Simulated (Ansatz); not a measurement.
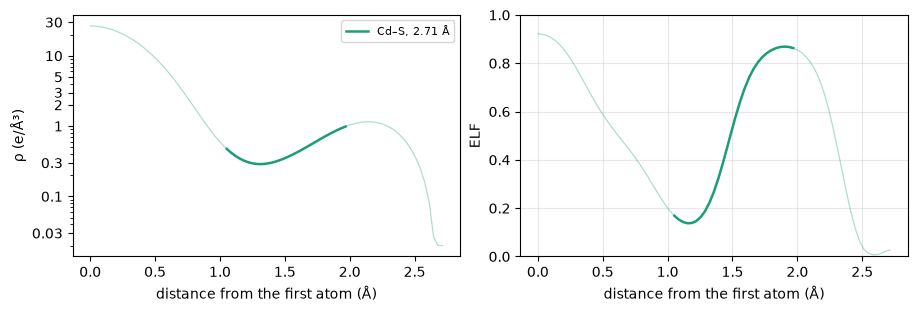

Figure 1: CdS. Valence electron density and electron localisation function along straight lines between neighbouring atoms. Thin, pale parts lie inside the atomic spheres.

Space group P6₃/mmc; started from the NiAs prototype, which need not be the ambient phase.

Level of theory: DFT, PBEsol, plane waves, PAW in Ansatz 0.2.0.

In a PAW calculation such maps are meaningful between the atoms, not at the nuclei.

What can be read from the curves?

Answer. Cd–S (2.71 Å): the density is about 0.29 e/Å³ at the midpoint; the ELF peaks at about 0.85 in the valence shell of S, 0.8 Å from its nucleus, and drops to about 0.15 between the two atoms.
